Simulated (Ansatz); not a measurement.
SnO: geometry relaxation (part 1 of 2)

The run: geometry relaxation of SnO (slab, 8 atoms in the cell). Method and program: DFT PBE+D3(BJ), scalar-relativistic, plane waves, PAW, no spin polarisation (Ansatz 0.2.0).

The structure derives from an entry of the Crystallography Open Database. The input holds or restrains some coordinates. Forces given for the steps count only the free coordinates. It belongs to a series of runs on one base structure; here: clean slab, lower half held.

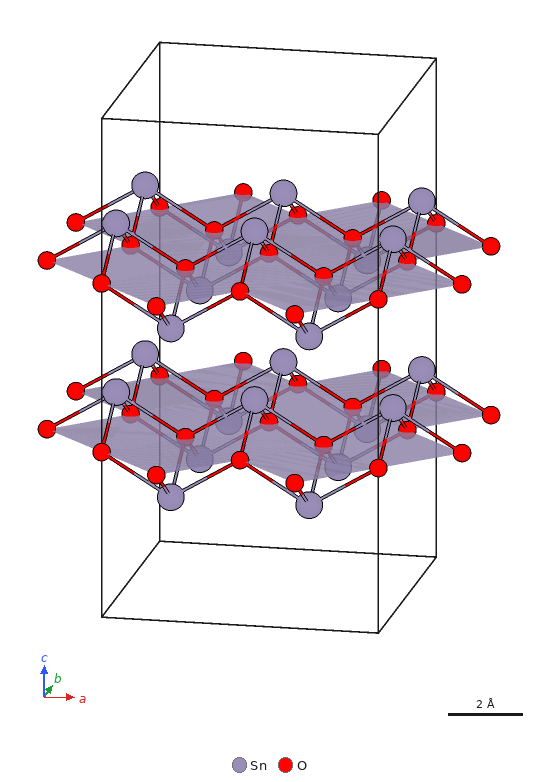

Fig. 1: The starting structure (polyhedral view of the 2 × 2 repeat of the cell, with the vacuum cut short, seen slightly off an axis; polyhedra are completed across the faces of the cell). An atom can appear more than once, as a periodic image.

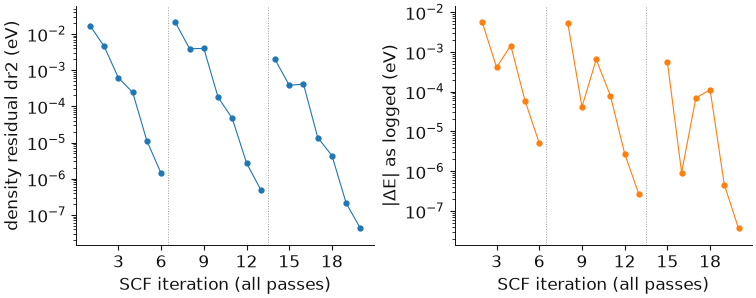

Fig. 2: Convergence of the self-consistent field: density residual dr2 and size of the energy change against the SCF iteration. The dotted lines part the SCF passes of the relaxation: geometry steps, rejected trials and re-solves on a re-selected basis. The passes take 6, 7 and 7 iterations.

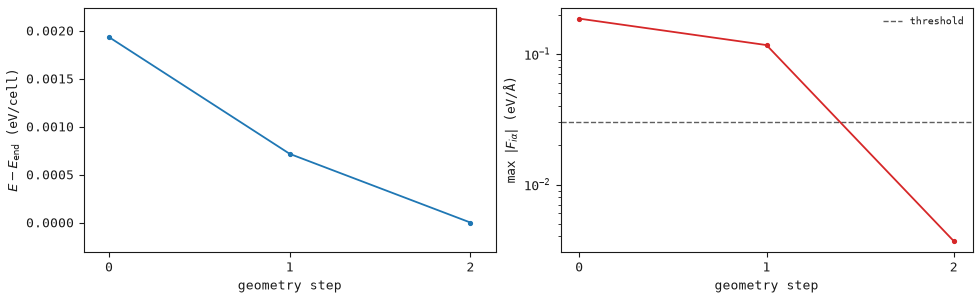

Fig. 3: Progress of the restrained relaxation, step by step (the first geometry is step 0 here and step 1 in the log).

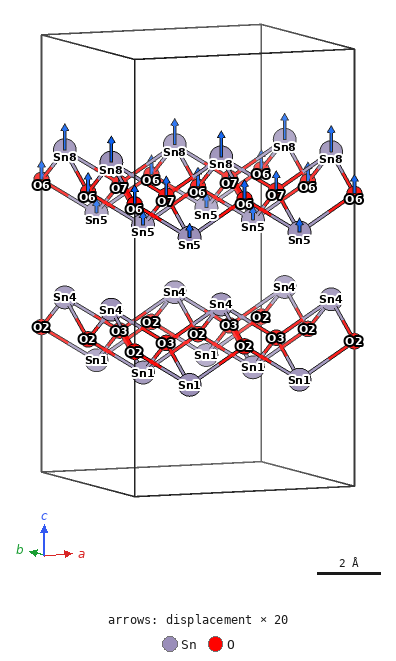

Fig. 4: The starting structure with the displacements as blue arrows, magnified 20 times (ball-and-stick view of the 2 × 2 repeat of the cell, with the vacuum cut short, seen slightly off an axis). Over 2 geometry steps the energy falls by 1.9 meV per cell of the calculation. Largest force component: 0.19 eV/Å at the start, 0.0037 eV/Å at the end. The atom that moves furthest is Sn8 (0.044 Å). Largest moves by element: Sn 0.044 Å, O 0.033 Å. The lattice vectors keep their values. Among the contacts that change: O6–Sn8 2.241 → 2.247 Å. (Atoms are counted from 1 in the order of the input.)

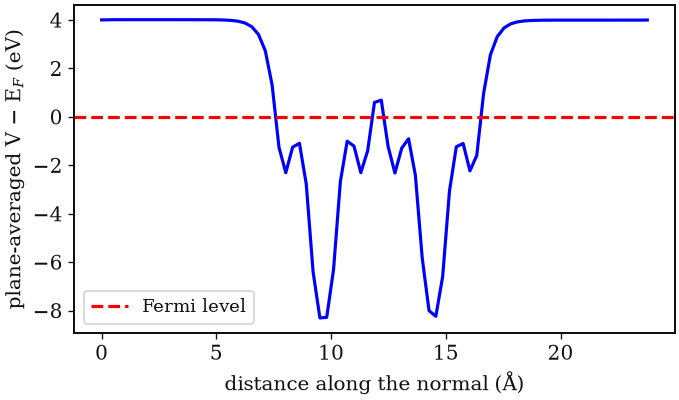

Fig. 5: Plane average of the electrostatic potential energy of an electron across the cell, from the Fermi level. The vacuum level lies 3.99 eV above the Fermi level.

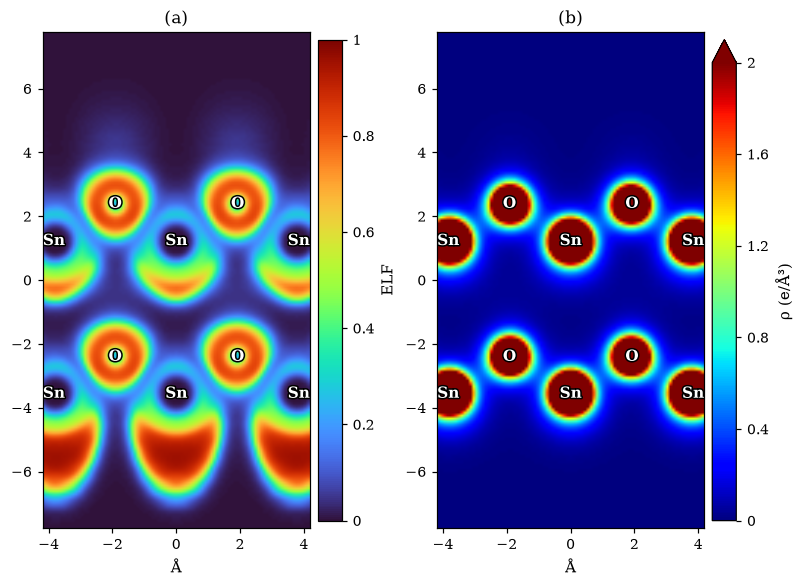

Fig. 6: (a) ELF; (b) valence pseudo-density on the (010) plane of the calculation cell, a cut from vacuum to vacuum. The section cuts through Sn and O sites. Sn–O (2.24 Å): ρ is about 0.46 e/Å³ halfway; the ELF is about 0.20 at the midpoint. The density dies away to nearly zero in the vacuum. The fields are those of the smooth PAW valence density.

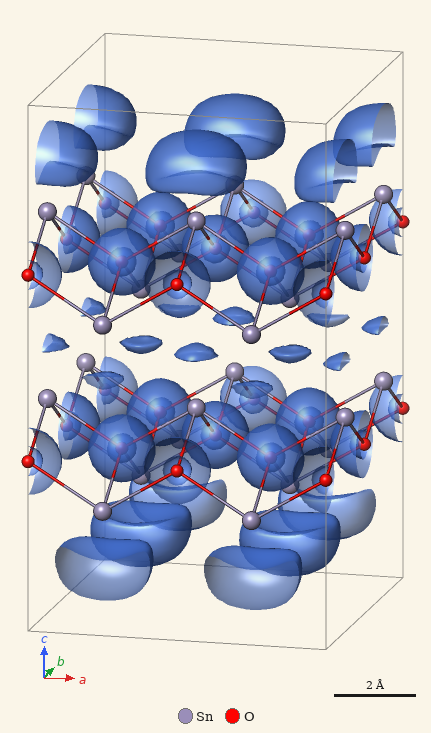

Fig. 7: Isosurface of the electron localisation function at 0.7 (blue), seen slightly off an axis. Core shells and regions of very low density are left out. Sticks mark near contacts. Values along the shortest contacts: Sn–O (2.24 Å): the ELF is about 0.20 at the midpoint.

The input that produced these results follows, with the program's output.

Input file:
```yaml
crystal:
  lattice:
    - [3.837096291, 0.0, 0.0]
    - [0.0, 3.837096291, 0.0]
    - [0.0, 0.0, 24.0788311484]
  atoms:
    - { symbol: Sn, position: [0.5, 0.0, 0.3530071683] }
    - { symbol: O, position: [0.0, 0.0, 0.4011137674] }
    - { symbol: O, position: [0.5, 0.5, 0.4011137674] }
    - { symbol: Sn, position: [0.0, 0.5, 0.4492203664] }
    - { symbol: Sn, position: [0.5, 0.0, 0.5507796336] }
    - { symbol: O, position: [0.0, 0.0, 0.5988862326] }
    - { symbol: O, position: [0.5, 0.5, 0.5988862326] }
    - { symbol: Sn, position: [0.0, 0.5, 0.6469928317] }
basis:
  ecutwfc: 420
kpoints:
  mp_grid: { grid: [8, 8, 1] }
hamiltonian:
  xc: pbe
  dispersion: d3bj
scf:
  occupations: { method: gaussian, width: 0.1 }
output:
  forces: true
  eigenvalues: true
  write_density: true
  write_potential: true
  elf: true
  volumetric_format: npy
relax:
  adjacent_minimum: "off"
  f_tol: 0.03
  max_steps: 70
  constraints: [{ sites: [0, 1, 2, 3] }]
efield:
  axis: 3
  dipole_correction: true
  ramp_width: 0.04
```

Command:
```bash
ansatz run input.yaml --threads 2 --pin off --max-ram 5120MiB --backend cpu --events-out ev --progress --plain --runs-dir out
```

Log:
```
Engine: ansatz 0.2.0, aarch64-unknown-linux-gnu
Pseudopotentials: kind: paw
Pseudopotential: Sn, paw, valence charge 14, recommended cutoff 420 eV (normal), Sn.paw.azcp
Pseudopotential: O, paw, valence charge 6, recommended cutoff 420 eV (normal), O.paw.azcp
Functional definition: PBE
  parameter kappa = 0.804
  parameter beta = 0.06672455060314922
  exchange = pbe_x(kappa = kappa, mu = beta*pi^2/3)
  correlation = pbe_c(beta = beta)
Crystal: 8 atoms, lattice volume = 354.520 Å³
Basis set: ecut = 420 eV, 6961 PW (Γ), exchange–correlation on 54×54×324 points (8 copies of the dense FFT grid, shifted against one another)
Bands: 48, of which v1, the nominal top of the filled ones, is band 40 counted from 1 (39 counted from 0)
Symmetry: 8 space group operations
k-points: 15 of 64
Non-local potential: Sn, projectors of the file, l = 0: 2, l = 1: 2, l = 2: 2, l = 3: 2
Non-local potential: O, projectors of the file, l = 0: 2, l = 1: 2, l = 2: 1
PAW form: soft (Blöchl's): semilocal exchange-correlation on the pseudo side does not see the compensation charge
PAW one-centre angular grid: Sn, 590 points (default); XC on 64 Gauss nodes
PAW one-centre angular grid: O, 110 points (default); XC on 64 Gauss nodes
Initial density: superposition of atomic densities (neutral atoms: chi_scale 0, normalization atom), corrected by the library's trained network
Initial wavefunctions: pseudopotential atomic-orbital guess
Functional: x = pbe(κ = 0.804, μ = 0.2195149727645171), c = pbe(β = 0.06672455060314922)
SCF iter   1: F=—  HF=-26368.086751 eV  |F-HF|=—  |Δ(HF+E_count)|=         —  Δρ=1.21e-3  dr2=1.71e-2  ethr=1.77e-3  p=0.000 e·Å  D=1.28e-13 V/Å  ΔV_dip=-0.00 eV  dr2_dipole=3.45e-9  V_vac-E_F(+/−)=3.78/3.78 eV  ⟨swp⟩=7.2  Hψ=2832  notcnv=0
efield: sawtooth ramp at fractional position 0.9800 (placed from the atoms, in the widest stretch of the axis that holds none; the zero of the levels goes with the place), width 0.0400; the density the first Hamiltonian is built on has a dipole p = 0.000 e·Å; the dipole correction subtracts the counter field D = 1.28e-13 V/Å, which shifts the + side's vacuum level by -0.00 eV against the − side's; the planar-averaged density in the ramp window peaks in size at 3.3e-5 e/Å³
preconditioner: auto → Resta (q_TF=auto, 2.129 Å⁻¹)  ε∞=2.0  [insulator: Δε(μ)=1.069 eV  Ē_g=17.714 eV  σ=0.100 eV  W_gap=1.00  n_scr=60 (ndim 8)  ℏωp=17.6 eV  f_vac=0.570  D(μ)=0.00/eV (n_scr^D=0)  ε∞_Penn≈2.0  vacuum switching on, ρ_ref=2.3e-2 e/Å³]
SCF iter   2: F=—  HF=-26368.092226 eV  |F-HF|=—  |Δ(HF+E_count)|=   5.48e-3  Δρ=8.84e-4  dr2=4.52e-3  ethr=2.13e-5  p=-0.000 e·Å  D=-1.76e-5 V/Å  ΔV_dip=0.00 eV  dr2_dipole=5.87e-9  V_vac-E_F(+/−)=4.00/4.00 eV  ⟨swp⟩=2.5  Hψ=1472  notcnv=0  defer=20
SCF iter   3: F=—  HF=-26368.092635 eV  |F-HF|=—  |Δ(HF+E_count)|=   4.09e-4  Δρ=4.50e-4  dr2=6.08e-4  ethr=5.65e-6  p=-0.000 e·Å  D=-1.33e-6 V/Å  ΔV_dip=0.00 eV  dr2_dipole=9.93e-13  V_vac-E_F(+/−)=3.96/3.96 eV  ⟨swp⟩=2.3  Hψ=1067  notcnv=0  defer=20
SCF iter   4: F=—  HF=-26368.094075 eV  |F-HF|=—  |Δ(HF+E_count)|=   1.44e-3  Δρ=2.30e-4  dr2=2.43e-4  ethr=7.59e-7  p=0.000 e·Å  D=1.31e-6 V/Å  ΔV_dip=-0.00 eV  dr2_dipole=4.10e-11  V_vac-E_F(+/−)=3.99/3.99 eV  ⟨swp⟩=3.0  Hψ=1099  notcnv=0  defer=21
iter 5 did not close the SCF: its close was put off for the readings that it lacked (scf_convergence_deferred on its scf_iter line)
SCF iter   5: F=-26368.094136 eV  HF=-26368.094134 eV  |F-HF|=2.07e-6  |Δ(HF+E_count)|=   5.89e-5  Δρ=5.06e-5  dr2=1.11e-5  ethr=3.03e-7  p=0.000 e·Å  D=6.61e-7 V/Å  ΔV_dip=-0.00 eV  dr2_dipole=4.00e-13  V_vac-E_F(+/−)=4.01/4.01 eV  ⟨swp⟩=2.0  Hψ=920  notcnv=0  defer=26
SCF iter   6: F=-26368.094141 eV  HF=-26368.094139 eV  |F-HF|=1.24e-6  |Δ(HF+E_count)|=   5.09e-6  Δρ=1.86e-5  dr2=1.40e-6  ethr=1.39e-8  p=0.000 e·Å  D=1.21e-6 V/Å  ΔV_dip=-0.00 eV  dr2_dipole=6.66e-11  V_vac-E_F(+/−)=4.01/4.01 eV  ⟨swp⟩=20.9  Hψ=7703  notcnv=0
SCF 1 converged in 6 iterations: F = -26368.094141 eV  dr2 = 1.40e-6
  greatest PAW one-centre occupation: 0.993 electrons in one spin orbital (limit 2), on the Sn atom at site 0 (counted from 0), in its partial waves of l = 2
relax step   1: F+E_penalty+E_count = -26368.09414061 eV  Δ(F+E_penalty+E_count) = +0.000e0 eV  max|allowed force component| = 1.871e-1 eV/Å  Δτ_max = 0.0000 Å  (6 SCF iters, dr2 threshold 2.25e-5 eV, accepted)
Initial density: handed on by an earlier stage of this run
Initial wavefunctions: those handed on with the density
iter 1 solved again at ethr=2.50e-5 eV; its pass at ethr=3.10e-3 eV (dr2=2.00e-2 eV) is discarded
SCF iter   1: F=—  HF=-26368.101435 eV  |F-HF|=—  |Δ(HF+E_count)|=         —  Δρ=2.33e-3  dr2=2.07e-2  ethr=2.50e-5  p=0.000 e·Å  D=1.13e-6 V/Å  ΔV_dip=-0.00 eV  dr2_dipole=4.03e-5  V_vac-E_F(+/−)=4.01/4.01 eV  ⟨swp⟩=1.9  Hψ=2417  notcnv=0  defer=37
efield: sawtooth ramp at fractional position 0.9800 (handed on by an earlier solve), width 0.0400; the density the first Hamiltonian is built on has a dipole p = 0.000 e·Å; the dipole correction subtracts the counter field D = 1.13e-6 V/Å, which shifts the + side's vacuum level by -0.00 eV against the − side's; the planar-averaged density in the ramp window peaks in size at 3.8e-6 e/Å³
preconditioner: auto → Resta (q_TF=auto, 2.129 Å⁻¹)  ε∞=2.0  [insulator: Δε(μ)=1.092 eV  Ē_g=17.729 eV  σ=0.100 eV  W_gap=1.00  n_scr=60 (ndim 8)  ℏωp=17.6 eV  f_vac=0.567  D(μ)=0.00/eV (n_scr^D=0)  ε∞_Penn≈2.0  vacuum switching on, ρ_ref=2.3e-2 e/Å³]
SCF iter   2: F=—  HF=-26368.096041 eV  |F-HF|=—  |Δ(HF+E_count)|=   5.39e-3  Δρ=1.20e-3  dr2=3.91e-3  ethr=2.50e-5  p=-0.002 e·Å  D=-1.04e-3 V/Å  ΔV_dip=0.03 eV  dr2_dipole=1.23e-4  V_vac-E_F(+/−)=4.02/4.00 eV  ⟨swp⟩=2.0  Hψ=903  notcnv=0  defer=37
SCF iter   3: F=—  HF=-26368.096083 eV  |F-HF|=—  |Δ(HF+E_count)|=   4.15e-5  Δρ=8.27e-4  dr2=3.97e-3  ethr=4.89e-6  p=0.009 e·Å  D=4.61e-3 V/Å  ΔV_dip=-0.11 eV  dr2_dipole=6.26e-4  V_vac-E_F(+/−)=3.93/4.05 eV  ⟨swp⟩=2.0  Hψ=974  notcnv=0  defer=37
SCF iter   4: F=—  HF=-26368.095439 eV  |F-HF|=—  |Δ(HF+E_count)|=   6.44e-4  Δρ=2.45e-4  dr2=1.78e-4  ethr=4.89e-6  p=0.002 e·Å  D=7.87e-4 V/Å  ΔV_dip=-0.02 eV  dr2_dipole=1.28e-5  V_vac-E_F(+/−)=3.98/4.00 eV  ⟨swp⟩=2.0  Hψ=870  notcnv=0  defer=37
SCF iter   5: F=—  HF=-26368.095360 eV  |F-HF|=—  |Δ(HF+E_count)|=   7.86e-5  Δρ=1.03e-4  dr2=4.61e-5  ethr=2.22e-7  p=0.003 e·Å  D=1.30e-3 V/Å  ΔV_dip=-0.03 eV  dr2_dipole=1.09e-6  V_vac-E_F(+/−)=3.98/4.01 eV  ⟨swp⟩=2.1  Hψ=1070  notcnv=0  defer=36
SCF iter   6: F=—  HF=-26368.095357 eV  |F-HF|=—  |Δ(HF+E_count)|=   2.76e-6  Δρ=2.69e-5  dr2=2.70e-6  ethr=5.77e-8  p=0.002 e·Å  D=1.16e-3 V/Å  ΔV_dip=-0.03 eV  dr2_dipole=5.29e-10  V_vac-E_F(+/−)=3.98/4.01 eV  ⟨swp⟩=2.0  Hψ=941  notcnv=0  defer=36
SCF iter   7: F=-26368.095358 eV  HF=-26368.095357 eV  |F-HF|=1.32e-8  |Δ(HF+E_count)|=   2.62e-7  Δρ=1.12e-5  dr2=4.92e-7  ethr=2.74e-9  p=0.002 e·Å  D=1.15e-3 V/Å  ΔV_dip=-0.03 eV  dr2_dipole=7.87e-10  V_vac-E_F(+/−)=3.98/4.01 eV  ⟨swp⟩=21.3  Hψ=7304  notcnv=0
SCF 2 converged in 7 iterations: F = -26368.095358 eV  dr2 = 4.92e-7
relax step   2: F+E_penalty+E_count = -26368.09535750 eV  Δ(F+E_penalty+E_count) = -1.217e-3 eV  max|allowed force component| = 1.173e-1 eV/Å  Δτ_max = 0.0653 Å  (7 SCF iters, dr2 threshold 2.19e-6 eV, accepted)
```
